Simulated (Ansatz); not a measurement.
# Cu/BN/Zn: conductance against the thickness of the layer, part 3 of 7

Wanted: T(E), the conductance and its decay constant for Cu/BN/Zn. The lower electrode is Cu fcc(111), the upper one Zn hcp(0001); the barrier is BN zinc blende(111) (whole bilayers). In the first transport cell, after relaxation, the nearest pair of electrode and barrier is Cu–N at 2.00 Å, along the normal, at the lower face and Zn–B at 2.70 Å, at a slant, too long for a bond, at the upper one. A gap without bonds adds to the barrier. All share a net of side 2.567 Å, which strains the lower electrode by +0.0 %, the upper one by -3.5 % and the barrier by +0.0 %, against typed lattice constants near PBE's. The first steps treat the bulk electrodes alone.

Ansatz 0.2.0; PBE DFT, plane waves, PAW files (the session's first sound run).

So far. Step 2 (The strained electrode, 3 atoms, electrode Cu fcc(111)): Little changed from the start: no atom moved by 0.005 Å and no cell edge by 0.1 %.

## Step 4: Relaxing the interfaces

System of this step: Cu/BN/Zn. The cell holds 16 atoms: 4 Cu, 4 N, 4 B and 4 Zn. Cell: a = 2.567 Å, b = 2.567 Å, c = 40.286 Å, α = 90.0°, β = 90.0°, γ = 120.0°. Vacuum lies along c.

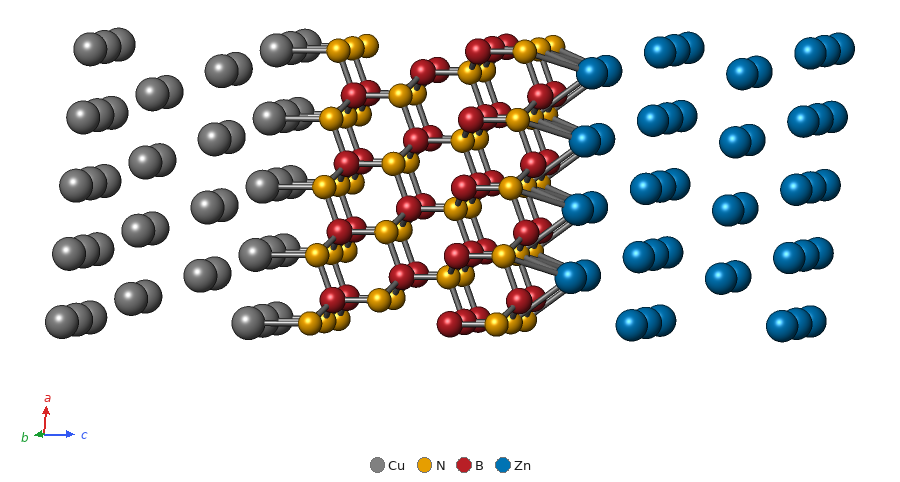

The cell of this step (copper grey, nitrogen orange, boron red, zinc blue). 4×2×1 cells are drawn. Some periodic images of atoms are drawn too.

Tunnelling depends exponentially on distance, so the interfaces are relaxed first. A short slab in vacuum serves: only the barrier and the layers next to it are taken over, and later cells can add or drop layers in the barrier's middle. The dipole correction removes the field that unlike faces would set up across the vacuum.

Contents of input.yaml:

```yaml
crystal:
  lattice:
    - [2.567, 0.0, 0.0]
    - [-1.2835, 2.2230872115, 0.0]
    - [0.0, 0.0, 40.2864951132]
  atoms:
    - { symbol: Cu, position: [0.0, 0.0, 0.1985777114] }
    - { symbol: Cu, position: [0.33333333, 0.66666667, 0.2505967763] }
    - { symbol: Cu, position: [0.66666667, 0.33333333, 0.3026158413] }
    - { symbol: Cu, position: [0.0, 0.0, 0.3546349062] }
    - { symbol: "N", position: [0.0, 0.0, 0.4062651111] }
    - { symbol: B, position: [0.33333333, 0.66666667, 0.4192698774] }
    - { symbol: "N", position: [0.33333333, 0.66666667, 0.4582841761] }
    - { symbol: B, position: [0.66666667, 0.33333333, 0.4712889423] }
    - { symbol: "N", position: [0.66666667, 0.33333333, 0.510303241] }
    - { symbol: B, position: [0.0, 0.0, 0.5233080072] }
    - { symbol: "N", position: [0.0, 0.0, 0.5623223059] }
    - { symbol: B, position: [0.33333333, 0.66666667, 0.5753270721] }
    - { symbol: Zn, position: [0.66666667, 0.33333333, 0.6126067293] }
    - { symbol: Zn, position: [0.0, 0.0, 0.6755452491] }
    - { symbol: Zn, position: [0.66666667, 0.33333333, 0.7384837688] }
    - { symbol: Zn, position: [0.0, 0.0, 0.8014222886] }
kpoints:
  mp_grid: { grid: [12, 12, 1] }
scf:
  occupations: { method: fermi_dirac, width: 0.1 }
  max_iter: 150
hamiltonian:
  xc: pbe
efield:
  axis: 3
  dipole_correction: true
relax:
  f_tol: 0.04
  max_steps: 60
output:
  forces: true
```

On the command line:

```bash
$ ansatz run input.yaml --threads 4 --pin off --max-ram 18432MiB --backend cpu --events-out ev --progress --plain --runs-dir out
```

Numbers of over 12 decimals in the logs are rounded to 6 here.

The log of the run:

```text
[...]
Crystal: 16 atoms, lattice volume = 229.902 Å³
Basis set: ecut = 420 eV, 4605 PW (Γ), exchange–correlation on 36×36×540 points (8 copies of the dense FFT grid, shifted against one another)
Bands: 94, of which v1, the nominal top of the filled ones, is band 78 counted from 1 (77 counted from 0)
Symmetry: 6 space group operations
[...]
k-points: 19 of 144 (time reversal used)
[...]
SCF iter   1: F=—  HF=-41942.438605 eV  |F-HF|=—  |Δ(HF+E_count)|=         —  Δρ=2.81e-2  dr2=1.03e2  ethr=1.77e-3  p=0.092 e·Å  D=7.28e-2 V/Å  ΔV_dip=-2.93 eV  dr2_dipole=1.26e2  V_vac-E_F(+/−)=2.80/5.73 eV  ⟨swp⟩=9.6  Hψ=8915  notcnv=0  defer=80
efield: sawtooth ramp at fractional position 0.9500 (placed from the atoms, in the widest stretch of the axis that holds none; the zero of the levels goes with the place), width 0.1000; the density the first Hamiltonian is built on has a dipole p = 0.092 e·Å; the dipole correction subtracts the counter field D = 7.28e-2 V/Å, which shifts the + side's vacuum level by -2.93 eV against the − side's; the planar-averaged density in the ramp window peaks in size at 1.5e-4 e/Å³
[...]
SCF iter   2: F=—  HF=-41941.949576 eV  |F-HF|=—  |Δ(HF+E_count)|=   4.89e-1  Δρ=2.71e-2  dr2=2.11e1  ethr=1.77e-3  p=0.020 e·Å  D=1.58e-2 V/Å  ΔV_dip=-0.64 eV  dr2_dipole=2.90e0  V_vac-E_F(+/−)=3.44/4.08 eV  ⟨swp⟩=2.9  Hψ=2747  notcnv=0  defer=108
[...]
SCF iter  11: F=-41941.533338 eV  HF=-41941.533359 eV  |F-HF|=2.10e-5  |Δ(HF+E_count)|=   1.27e-5  Δρ=7.03e-5  dr2=1.94e-5  ethr=2.56e-8  p=0.025 e·Å  D=1.99e-2 V/Å  ΔV_dip=-0.80 eV  dr2_dipole=7.43e-6  V_vac-E_F(+/−)=4.02/4.82 eV  ⟨swp⟩=4.5  Hψ=7803  notcnv=0
SCF 1 converged in 11 iterations: F = -41941.533338 eV  dr2 = 1.94e-5
[...]
relax step   1: F+E_penalty+E_count = -41941.53333820 eV  Δ(F+E_penalty+E_count) = +0.000e0 eV  max|allowed force component| = 4.781e0 eV/Å  Δτ_max = 0.0000 Å  (11 SCF iters, dr2 threshold 4.00e-5 eV, accepted)
[...]
SCF iter   1: F=—  HF=-41942.371116 eV  |F-HF|=—  |Δ(HF+E_count)|=         —  Δρ=1.10e-2  dr2=7.65e-1  ethr=4.91e-4  p=0.025 e·Å  D=1.99e-2 V/Å  ΔV_dip=-0.80 eV  dr2_dipole=1.90e-1  V_vac-E_F(+/−)=4.05/4.85 eV  ⟨swp⟩=1.0  Hψ=7769  notcnv=0  defer=92
efield: sawtooth ramp at fractional position 0.9500 (handed on by an earlier solve), width 0.1000; the density the first Hamiltonian is built on has a dipole p = 0.025 e·Å; the dipole correction subtracts the counter field D = 1.99e-2 V/Å, which shifts the + side's vacuum level by -0.80 eV against the − side's; the planar-averaged density in the ramp window peaks in size at 2.9e-5 e/Å³
[...]
SCF iter   2: F=—  HF=-41942.323572 eV  |F-HF|=—  |Δ(HF+E_count)|=   4.75e-2  Δρ=7.29e-3  dr2=1.08e-1  ethr=4.90e-4  p=0.028 e·Å  D=2.21e-2 V/Å  ΔV_dip=-0.89 eV  dr2_dipole=7.48e-3  V_vac-E_F(+/−)=4.01/4.90 eV  ⟨swp⟩=2.3  Hψ=2908  notcnv=0  defer=92
[...]
SCF iter   8: F=-41942.300953 eV  HF=-41942.300974 eV  |F-HF|=2.11e-5  |Δ(HF+E_count)|=   2.43e-6  Δρ=7.12e-5  dr2=1.77e-5  ethr=3.44e-8  p=0.025 e·Å  D=1.97e-2 V/Å  ΔV_dip=-0.79 eV  dr2_dipole=5.40e-6  V_vac-E_F(+/−)=4.02/4.82 eV  ⟨swp⟩=4.1  Hψ=5683  notcnv=0
SCF 2 converged in 8 iterations: F = -41942.300953 eV  dr2 = 1.77e-5
relax step   2: F+E_penalty+E_count = -41942.30095269 eV  Δ(F+E_penalty+E_count) = -7.676e-1 eV  max|allowed force component| = 2.689e0 eV/Å  Δτ_max = 0.1433 Å  (8 SCF iters, dr2 threshold 1.00e-4 eV, accepted)
[...]
SCF iter   7: F=-41942.786895 eV  HF=-41942.786909 eV  |F-HF|=1.35e-5  |Δ(HF+E_count)|=   1.79e-5  Δρ=8.76e-5  dr2=1.61e-5  ethr=6.41e-8  p=0.024 e·Å  D=1.92e-2 V/Å  ΔV_dip=-0.77 eV  dr2_dipole=4.89e-8  V_vac-E_F(+/−)=4.03/4.81 eV  ⟨swp⟩=3.8  Hψ=7440  notcnv=0
SCF 3 converged in 7 iterations: F = -41942.786895 eV  dr2 = 1.61e-5
relax step   3: F+E_penalty+E_count = -41942.78689525 eV  Δ(F+E_penalty+E_count) = -4.859e-1 eV  max|allowed force component| = 1.102e0 eV/Å  Δτ_max = 0.1956 Å  (7 SCF iters, dr2 threshold 1.00e-4 eV, accepted)
[...]
relax step   4: F+E_penalty+E_count = -41942.91253594 eV  Δ(F+E_penalty+E_count) = -1.256e-1 eV  max|allowed force component| = 4.390e-1 eV/Å  Δτ_max = 0.1953 Å  (8 SCF iters, dr2 threshold 1.00e-4 eV, accepted)
[...]
relax step   5: F+E_penalty+E_count = -41942.90768206 eV  Δ(F+E_penalty+E_count) = +4.854e-3 eV  max|allowed force component| = 6.905e-1 eV/Å  Δτ_max = 0.2000 Å  (8 SCF iters, dr2 threshold 3.06e-5 eV, rejected (line search))
[...]
relax step   6: F+E_penalty+E_count = -41942.93472999 eV  Δ(F+E_penalty+E_count) = -2.219e-2 eV  max|allowed force component| = 5.232e-2 eV/Å  Δτ_max = 0.0990 Å  (11 SCF iters, accepted)
[...]
relax step   7: F+E_penalty+E_count = -41942.93880599 eV  Δ(F+E_penalty+E_count) = -4.076e-3 eV  max|allowed force component| = 6.959e-2 eV/Å  Δτ_max = 0.0980 Å  (10 SCF iters, accepted)
[...]
relax step   8: F+E_penalty+E_count = -41942.93891085 eV  Δ(F+E_penalty+E_count) = -1.049e-4 eV  max|allowed force component| = 6.625e-2 eV/Å  Δτ_max = 0.0248 Å  (8 SCF iters, accepted)
[...]
relax step   9: F+E_penalty+E_count = -41942.93912011 eV  Δ(F+E_penalty+E_count) = -2.093e-4 eV  max|allowed force component| = 8.118e-3 eV/Å  Δτ_max = 0.0063 Å  (6 SCF iters, dr2 threshold 3.98e-6 eV, accepted)
[...]
SCF iter   3: F=-41942.939121 eV  HF=-41942.939121 eV  |F-HF|=3.78e-8  |Δ(HF+E_count)|=   1.05e-6  Δρ=3.39e-6  dr2=2.94e-8  ethr=6.41e-11  p=0.026 e·Å  D=2.02e-2 V/Å  ΔV_dip=-0.81 eV  dr2_dipole=9.41e-9  V_vac-E_F(+/−)=4.00/4.81 eV  ⟨swp⟩=4.1  Hψ=8625  notcnv=0
SCF 10 converged in 3 iterations: F = -41942.939121 eV  dr2 = 2.94e-8
relax step  10: F+E_penalty+E_count = -41942.93912100 eV  Δ(F+E_penalty+E_count) = -8.861e-7 eV  max|allowed force component| = 8.040e-3 eV/Å  Δτ_max = 0.0000 Å  (3 SCF iters, accepted)
SCF converged after 3 iterations
Free energy (F): -41942.939121 eV
[...]
Internal energy: -41942.839116 eV  (E = F + TS)
E sigma→0 (E₀):  -41942.889118 eV
Entropy (-TS):   -0.100005 eV (-6.250 meV/atom)
Fermi energy:    7.458480 eV
Dipole field:    D = 0.020031 V/Å  (p = 0.025449 e·Å, saw-weighted, corrected)
Work function:   Φ+ = 3.9977 eV   Φ− = 4.8048 eV
Levels:          The Fermi level and band energies are counted from a zero that moves with the ramp; work functions are not
[...]
--- Forces (eV/Å), atoms counted from 1 ---
  atom   1  Cu    -0.00000000     0.00000000     0.00230616
  atom   2  Cu     0.00000000    -0.00000000     0.00293633
  atom   3  Cu     0.00000000     0.00000000     0.00308498
  atom   4  Cu     0.00000000    -0.00000000    -0.00787486
  atom   5  N      0.00000000     0.00000000     0.00430487
  atom   6  B      0.00000000     0.00000000    -0.00804342
  atom   7  N      0.00000000     0.00000000    -0.00018606
  atom   8  B      0.00000000     0.00000000     0.00613745
  atom   9  N      0.00000000    -0.00000000    -0.00501582
  atom  10  B      0.00000000     0.00000000     0.00405267
  atom  11  N      0.00000000    -0.00000000    -0.00404246
  atom  12  B      0.00000000     0.00000000     0.00165236
  atom  13  Zn     0.00000000    -0.00000000     0.00180952
  atom  14  Zn     0.00000000    -0.00000000    -0.00036298
  atom  15  Zn     0.00000000     0.00000000    -0.00038844
  atom  16  Zn     0.00000000    -0.00000000    -0.00042154
  max |Σ_I F_I| component: 5.12e-5 eV/Å
--- Relaxed structure (10 steps of the walk, 9 accepted, 0 SCFs on fresh bases) ---
  F+E_penalty+E_count = -41942.93912100 eV   max|allowed force component| = 8.040e-3 eV/Å
  atoms:
    - { symbol: Cu, position: [-2.067212143067344e-17, 1.6190752459683077e-17, 0.197604] }
    - { symbol: Cu, position: [0.333333, 0.666667, 0.248943] }
    - { symbol: Cu, position: [0.666667, 0.333333, 0.300795] }
    - { symbol: Cu, position: [-2.0672121430673422e-17, 1.619075245968312e-17, 0.352117] }
    - { symbol: N, position: [-2.0672121430673385e-17, 1.6190752459683206e-17, 0.401751] }
    - { symbol: B, position: [0.333333, 0.666667, 0.412466] }
    - { symbol: N, position: [0.333333, 0.666667, 0.453793] }
    - { symbol: B, position: [0.666667, 0.333333, 0.465442] }
    - { symbol: N, position: [0.666667, 0.333333, 0.506264] }
    - { symbol: B, position: [-2.0672121430673367e-17, 1.6190752459683225e-17, 0.517922] }
    - { symbol: N, position: [-2.0672121430673376e-17, 1.619075245968321e-17, 0.559178] }
    - { symbol: B, position: [0.333333, 0.666667, 0.570003] }
    - { symbol: Zn, position: [0.666667, 0.333333, 0.626014] }
    - { symbol: Zn, position: [-2.0672121430673515e-17, 1.6190752459682935e-17, 0.687099] }
    - { symbol: Zn, position: [0.666667, 0.333333, 0.749107] }
[...]
```

Wall time 2.1 min (4 threads of Arm Neoverse V1, shared host); peak memory 0.97 GiB.

The steps of the relaxation:

```csv
step,energy less that of the first step (eV),largest force component (eV/Å)
1,0.0000,4.7809
2,-0.7676,2.6889
3,-1.2536,1.1023
4,-1.3792,0.4390
5,-1.3743,0.6905
6,-1.4014,0.0523
7,-1.4055,0.0696
8,-1.4056,0.0663
9,-1.4058,0.0081
10,-1.4058,0.0080
```

Relaxation step 5 was tried and not accepted.

Forces are held to the 6 operations that the run works with; a distortion that breaks them can't arise in this run.

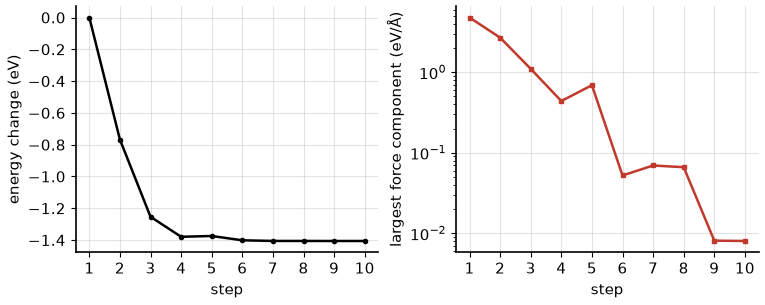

Energy and largest force along the relaxation.

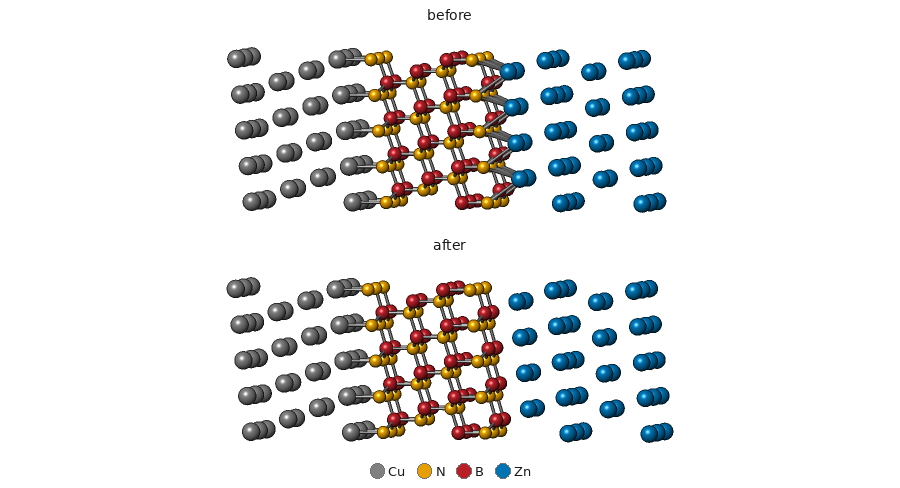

Before and after, at one scale.

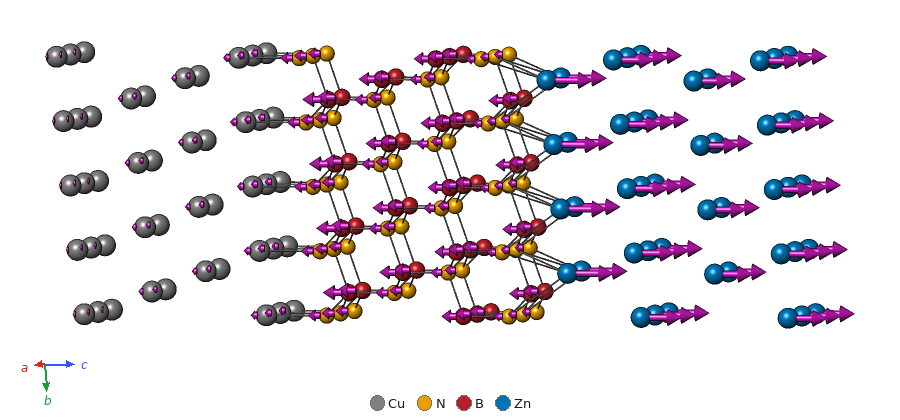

Displacements in the relaxation, exaggerated; the longest in the cell stands for 0.54 Å. 2×4×1 cells are drawn. Some periodic images of atoms are drawn too.

The atoms that moved most (Å):

```csv
atom,dx,dy,dz,length
Zn13,0.000,0.000,0.540,0.540
Zn14,0.000,0.000,0.465,0.465
Zn16,0.000,0.000,0.440,0.440
Zn15,0.000,0.000,0.428,0.428
B6,0.000,0.000,-0.274,0.274
B8,0.000,0.000,-0.236,0.236
B10,0.000,0.000,-0.217,0.217
B12,0.000,0.000,-0.214,0.214
```

This step gave:

- free energy: -41942.9391 eV
- Fermi energy: 7.458 eV
- work function, upper face: 3.998 eV
- work function, lower face: 4.805 eV
- dipole moment: 0.02545 e·Å
- dipole field: 0.02003 V/Å

The largest force component on a free atom ends at 0.0080 eV/Å. The work functions of the outer faces are 4.80 and 4.00 eV.

[end of part 3 of 7]

[Logs are printed without paths, hosts, clocks, repeated set-up lines and the standing remarks that a program may print on its own settings, such as how far it seeks lower states.]

[Hosts, paths, dates, database ids (printed as entryN), source tags and the programs' standing remarks are cut or masked in the printed files.]
